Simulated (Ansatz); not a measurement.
WS2: single-point calculation (part 1 of 2)

The run: single-point calculation of WS2 (slab, 27 atoms in the cell). Method and program: DFT PBE+D3(BJ), scalar-relativistic, plane waves, PAW, no spin polarisation (Ansatz 0.2.0).

The structure derives from an entry of the Crystallography Open Database. It belongs to a series of runs on one base structure; here: the slab at its places in the relaxed adsorbed structure. Figures and captions count atoms from 1; the log counts them from 0 in places.

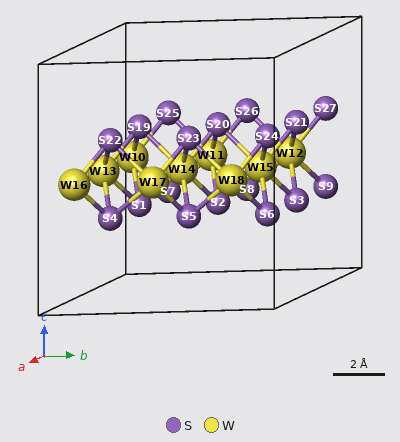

The input geometry (ball-and-stick view of the cell of the calculation, with the vacuum cut short, seen slightly off an axis; atoms are numbered from 1 in the order of the input). An atom can appear more than once, as a periodic image. Near neighbours in the periodic cell (some may lie outside the picture): S has 3 W at 2.41 Å; W has 6 S at 2.41 Å.

Input
```yaml
crystal:
  lattice:
    - [9.4716094029, 0.0, 0.0]
    - [-4.7358047015, 8.2026543577, 0.0]
    - [0.0, 0.0, 24.8252666289]
  atoms:
    - { symbol: S, position: [0.4444444444, 0.2222222222, 0.3222523294] }
    - { symbol: S, position: [0.4444444444, 0.5555555556, 0.3222523294] }
    - { symbol: S, position: [0.4444444444, 0.8888888889, 0.3222523294] }
    - { symbol: S, position: [0.7777777778, 0.2222222222, 0.3222523294] }
    - { symbol: S, position: [0.7777777778, 0.5555555556, 0.3222523294] }
    - { symbol: S, position: [0.7777777778, 0.8888888889, 0.3222523294] }
    - { symbol: S, position: [0.1111111111, 0.2222222222, 0.3222523294] }
    - { symbol: S, position: [0.1111111111, 0.5555555556, 0.3222523294] }
    - { symbol: S, position: [0.1111111111, 0.8888888889, 0.3222523294] }
    - { symbol: W, position: [0.2222521032, 0.1110809609, 0.3857936144] }
    - { symbol: W, position: [0.2222279024, 0.4444591519, 0.3857991019] }
    - { symbol: W, position: [0.222115391, 0.7777383419, 0.3858021673] }
    - { symbol: W, position: [0.5555963001, 0.1110839383, 0.3857677989] }
    - { symbol: W, position: [0.5556113815, 0.4444721307, 0.385790626] }
    - { symbol: W, position: [0.5556083856, 0.7778537335, 0.3857704589] }
    - { symbol: W, position: [0.8887730073, 0.1110514632, 0.3857737849] }
    - { symbol: W, position: [0.8889052563, 0.4445548193, 0.3858011686] }
    - { symbol: W, position: [0.888907207, 0.7776761965, 0.3858001086] }
    - { symbol: S, position: [0.4445852432, 0.2221937281, 0.4491760995] }
    - { symbol: S, position: [0.4445563786, 0.5557138861, 0.4491803224] }
    - { symbol: S, position: [0.444402937, 0.8888713302, 0.4493398499] }
    - { symbol: S, position: [0.7777946557, 0.2223000464, 0.4493481357] }
    - { symbol: S, position: [0.7777225493, 0.5555283016, 0.4493888928] }
    - { symbol: S, position: [0.7778141561, 0.8888282015, 0.4493496208] }
    - { symbol: S, position: [0.110938759, 0.2220819249, 0.449171297] }
    - { symbol: S, position: [0.1110946231, 0.5555265535, 0.4493687977] }
    - { symbol: S, position: [0.111083738, 0.8889051964, 0.4493715321] }
basis:
  ecutwfc: 420
kpoints:
  mp_grid: { grid: [2, 2, 1] }
hamiltonian:
  xc: pbe
  dispersion: d3bj
scf:
  occupations: { method: gaussian, width: 0.05 }
output:
  forces: true
  eigenvalues: true
  write_density: true
  volumetric_format: npy
efield:
  axis: 3
  dipole_correction: true
  ramp_width: 0.04
```

Machine: 4 threads of Intel Xeon (Granite Rapids), 32 GiB of memory available, shared host.

Launched with:
```bash
ansatz run input.yaml --threads 4 --pin off --max-ram 10240MiB --backend cpu --events-out ev --progress --plain --runs-dir out
```

The program's output
```
Engine: ansatz 0.2.0, x86_64-unknown-linux-gnu
Pseudopotentials: kind: paw
Pseudopotential: S, paw, valence charge 6, recommended cutoff 420 eV (normal), S.paw.azcp
Pseudopotential: W, paw, valence charge 14, recommended cutoff 420 eV (normal), W.paw.azcp
Functional definition: PBE
  parameter kappa = 0.804
  parameter beta = 0.06672455060314922
  exchange = pbe_x(kappa = kappa, mu = beta*pi^2/3)
  correlation = pbe_c(beta = beta)
Crystal: 27 atoms, lattice volume = 1928.733 Å³
Basis set: ecut = 420 eV, 37739 PW (Γ), exchange–correlation on 128×128×360 points (8 copies of the dense FFT grid, shifted against one another)
Bands: 144, of which v1, the nominal top of the filled ones, is band 117 counted from 1 (116 counted from 0)
Symmetry: 1 space group operations
Space group: P1 (ITA 1), of the structure as read, at distance tolerance 1.2e-4 Å
k-points: 4
Non-local potential: S, projectors of the file, l = 0: 2, l = 1: 2, l = 2: 2
Non-local potential: W, projectors of the file, l = 0: 3, l = 1: 2, l = 2: 2, l = 3: 1
PAW form: soft (Blöchl's): semilocal exchange-correlation on the pseudo side does not see the compensation charge
PAW one-centre angular grid: S, 110 points (default); XC on 64 Gauss nodes
PAW one-centre angular grid: W, 590 points (default); XC on 64 Gauss nodes
Initial density: superposition of atomic densities (neutral atoms: chi_scale 0, normalization atom), corrected by the library's trained network
Initial wavefunctions: pseudopotential atomic-orbital guess
Functional: x = pbe(κ = 0.804, μ = 0.2195149727645171), c = pbe(β = 0.06672455060314922)
SCF iter   1: F=—  HF=-109731.159133 eV  |F-HF|=—  |Δ(HF+E_count)|=         —  Δρ=2.97e-3  dr2=2.21e-1  ethr=1.77e-3  p=0.000 e·Å  D=2.86e-5 V/Å  ΔV_dip=-0.00 eV  dr2_dipole=5.81e-7  V_vac-E_F(+/−)=5.03/5.03 eV  ⟨swp⟩=9.5  Hψ=2912  notcnv=0
efield: sawtooth ramp at fractional position 0.8658 (placed from the atoms, in the widest stretch of the axis that holds none; the zero of the levels goes with the place), width 0.0400; the density the first Hamiltonian is built on has a dipole p = 0.000 e·Å; the dipole correction subtracts the counter field D = 2.86e-5 V/Å, which shifts the + side's vacuum level by -0.00 eV against the − side's; the planar-averaged density in the ramp window peaks in size at 1.1e-5 e/Å³
preconditioner: auto → Resta (q_TF=auto, 1.920 Å⁻¹)  ε∞=2.7  [insulator: Δε(μ)=1.932 eV  Ē_g=8.334 eV  σ=0.050 eV  W_gap=1.00  n_scr=212 (ndim 8)  ℏωp=10.8 eV  f_vac=0.721  D(μ)=0.00/eV (n_scr^D=0)  ε∞_Penn≈2.7  vacuum switching on, ρ_ref=5.0e-3 e/Å³]
SCF iter   2: F=—  HF=-109731.191897 eV  |F-HF|=—  |Δ(HF+E_count)|=   3.28e-2  Δρ=1.85e-3  dr2=9.82e-2  ethr=9.44e-5  p=-0.000 e·Å  D=-3.96e-5 V/Å  ΔV_dip=0.00 eV  dr2_dipole=1.06e-6  V_vac-E_F(+/−)=4.78/4.78 eV  ⟨swp⟩=3.2  Hψ=1066  notcnv=0  defer=88
SCF iter   3: F=—  HF=-109731.189785 eV  |F-HF|=—  |Δ(HF+E_count)|=   2.11e-3  Δρ=1.05e-3  dr2=1.01e-2  ethr=4.20e-5  p=0.000 e·Å  D=1.29e-5 V/Å  ΔV_dip=-0.00 eV  dr2_dipole=2.59e-7  V_vac-E_F(+/−)=4.83/4.83 eV  ⟨swp⟩=2.0  Hψ=773  notcnv=0  defer=88
SCF iter   4: F=—  HF=-109731.204817 eV  |F-HF|=—  |Δ(HF+E_count)|=   1.50e-2  Δρ=1.71e-4  dr2=4.16e-4  ethr=4.33e-6  p=-0.001 e·Å  D=-7.83e-5 V/Å  ΔV_dip=0.00 eV  dr2_dipole=3.71e-6  V_vac-E_F(+/−)=4.74/4.74 eV  ⟨swp⟩=2.5  Hψ=800  notcnv=0  defer=88
SCF iter   5: F=—  HF=-109731.205270 eV  |F-HF|=—  |Δ(HF+E_count)|=   4.54e-4  Δρ=7.77e-5  dr2=6.00e-4  ethr=1.78e-7  p=0.003 e·Å  D=2.42e-4 V/Å  ΔV_dip=-0.01 eV  dr2_dipole=5.06e-5  V_vac-E_F(+/−)=4.72/4.72 eV  ⟨swp⟩=3.2  Hψ=1081  notcnv=0  defer=88
SCF iter   6: F=—  HF=-109731.205196 eV  |F-HF|=—  |Δ(HF+E_count)|=   7.44e-5  Δρ=2.47e-5  dr2=3.30e-5  ethr=1.78e-7  p=-0.000 e·Å  D=-2.82e-5 V/Å  ΔV_dip=0.00 eV  dr2_dipole=1.87e-7  V_vac-E_F(+/−)=4.72/4.72 eV  ⟨swp⟩=2.0  Hψ=707  notcnv=0  defer=88
SCF iter   7: F=—  HF=-109731.206393 eV  |F-HF|=—  |Δ(HF+E_count)|=   1.20e-3  Δρ=4.18e-6  dr2=6.56e-7  ethr=1.41e-8  p=-0.000 e·Å  D=-1.76e-5 V/Å  ΔV_dip=0.00 eV  dr2_dipole=1.79e-8  V_vac-E_F(+/−)=4.72/4.72 eV  ⟨swp⟩=2.0  Hψ=819  notcnv=0  defer=88
SCF iter   8: F=—  HF=-109731.206394 eV  |F-HF|=—  |Δ(HF+E_count)|=   2.45e-7  Δρ=4.09e-6  dr2=1.48e-6  ethr=4.27e-11  p=-0.000 e·Å  D=-1.22e-6 V/Å  ΔV_dip=0.00 eV  dr2_dipole=1.03e-7  V_vac-E_F(+/−)=4.71/4.71 eV  ⟨swp⟩=15.8  Hψ=3557  notcnv=0
SCF iter   9: F=—  HF=-109731.206394 eV  |F-HF|=—  |Δ(HF+E_count)|=   1.25e-7  Δρ=1.44e-6  dr2=1.14e-7  ethr=2.81e-10  p=-0.000 e·Å  D=-1.61e-5 V/Å  ΔV_dip=0.00 eV  dr2_dipole=6.43e-9  V_vac-E_F(+/−)=4.72/4.71 eV  ⟨swp⟩=2.0  Hψ=736  notcnv=0
SCF iter  10: F=-109731.206394 eV  HF=-109731.206394 eV  |F-HF|=2.43e-9  |Δ(HF+E_count)|=   5.28e-9  Δρ=3.01e-7  dr2=2.66e-9  ethr=4.27e-11  p=-0.000 e·Å  D=-1.33e-5 V/Å  ΔV_dip=0.00 eV  dr2_dipole=6.38e-12  V_vac-E_F(+/−)=4.72/4.71 eV  ⟨swp⟩=5.0  Hψ=1813  notcnv=0
SCF 1 converged in 10 iterations: F = -109731.206394 eV  dr2 = 2.66e-9
  greatest PAW one-centre occupation: 1.000 electrons in one spin orbital (limit 2), on the W atom at site 11 (counted from 0), in its partial waves of l = 0
```

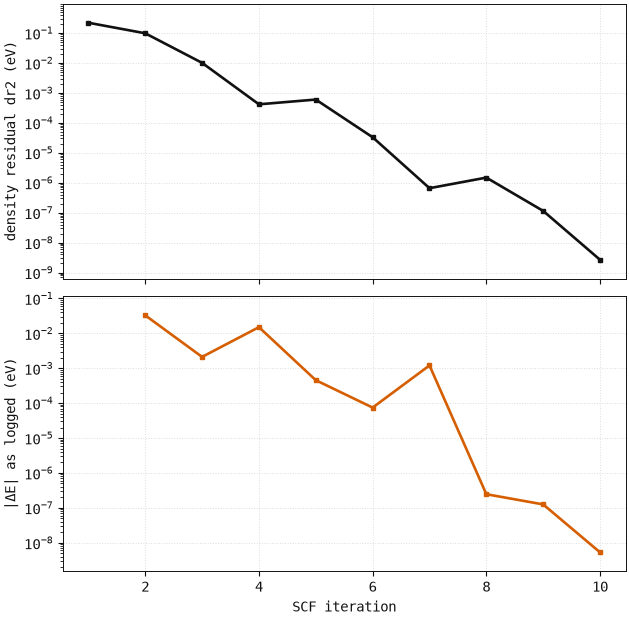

Convergence of the self-consistent field: density residual dr2 and size of the energy change against the SCF iteration. The residual comes down, with one marked jump up, by a factor of about 2.5, at step 8.

```
SCF converged after 10 iterations
Free energy (F): -109731.206394 eV
Harris-Foulkes:  -109731.206394 eV  (|F-HF|=2.43e-9)
Internal energy: -109731.206394 eV  (E = F + TS)
E sigma→0 (E₀):  -109731.206394 eV
Fermi energy:    -0.548467 eV
Dipole field:    D = -0.000012 V/Å  (p = -0.000130 e·Å, saw-weighted, corrected)
Work function:   Φ+ = 4.7151 eV   Φ− = 4.7148 eV
Levels:          The Fermi level and band energies are counted from a zero that moves with the ramp; work functions are not
--- Per-component energies (eV) ---
  E_band       = -4622.762678
  E_kinetic    = 5997.553384
  E_local      = -193189.819921  (includes V_loc(G=0)·N_el)
  E_nonlocal   = 515.664895
  E_hartree    = 93502.371893
  E_xc         = -4159.372496
  E_vxc        = -3735.010631  (∫ρ·V_xc dr)
  E_paw        = -87868.208638  (= ΣΔE_a)
  E_vpaw       = -1215.893730  (= ΣTr[D̂ρ^β])
  E_aug_tail   = -0.000567  (compensation charges beyond the density's cutoff)
  E_efield     = 0.000000  (sawtooth field / dipole correction)
  E_vefield    = -0.000003  (∫n·V_field dr)
  E_ewald      = 75478.987597
  E_disp       = -8.382540  (pairwise vdW)
  E_smearing   = -0.000000  (= −TS)
  E_closure    = 0.000000  (closes the sum)
  Σ components = -109731.206394   (vs F -109731.206394, Δ=0.00e0)
--- Forces (eV/Å), atoms counted from 1 ---
  atom   1  S      0.00338406     0.00021403    -0.00098943
  atom   2  S      0.00012539     0.00222995     0.00152802
  atom   3  S     -0.00882719    -0.00551755     0.00425547
  atom   4  S     -0.00073386     0.01079203     0.00370821
  atom   5  S      0.00138148     0.00011331     0.00357836
  atom   6  S      0.00931806    -0.00599124     0.00390210
  atom   7  S     -0.00138964    -0.00226402     0.00538903
  atom   8  S     -0.00155370     0.00064319     0.01050060
  atom   9  S     -0.00059691    -0.00262878     0.00800798
  atom  10  W     -0.00874245    -0.01297588    -0.03064989
  atom  11  W     -0.01462023     0.00408070    -0.03173796
  atom  12  W      0.01769191     0.00619852     0.00221388
  atom  13  W      0.00504577    -0.00270598    -0.00287926
  atom  14  W      0.00710730     0.00517631    -0.02971086
  atom  15  W     -0.00221879     0.00298818    -0.00304314
  atom  16  W      0.00335325     0.00064538    -0.00428524
  atom  17  W      0.00689718    -0.02021506     0.00261043
  atom  18  W     -0.01496179     0.01747495     0.00281063
  atom  19  S     -0.01372818     0.00240276     0.05080253
  atom  20  S     -0.00261231    -0.01285540     0.04911599
  atom  21  S      0.00294258     0.00161878    -0.01436357
  atom  22  S      0.00121519    -0.00666713    -0.01635398
  atom  23  S      0.00264915     0.00108280    -0.01824243
  atom  24  S     -0.00677620     0.00394555    -0.01678323
  atom  25  S      0.01049327     0.01092652     0.05031923
  atom  26  S      0.00117429     0.00192890    -0.01468239
  atom  27  S      0.00398197    -0.00064068    -0.01503321
  max |Σ_I F_I| component: 1.21e-5 eV/Å
--- Band table (eV) ---
```
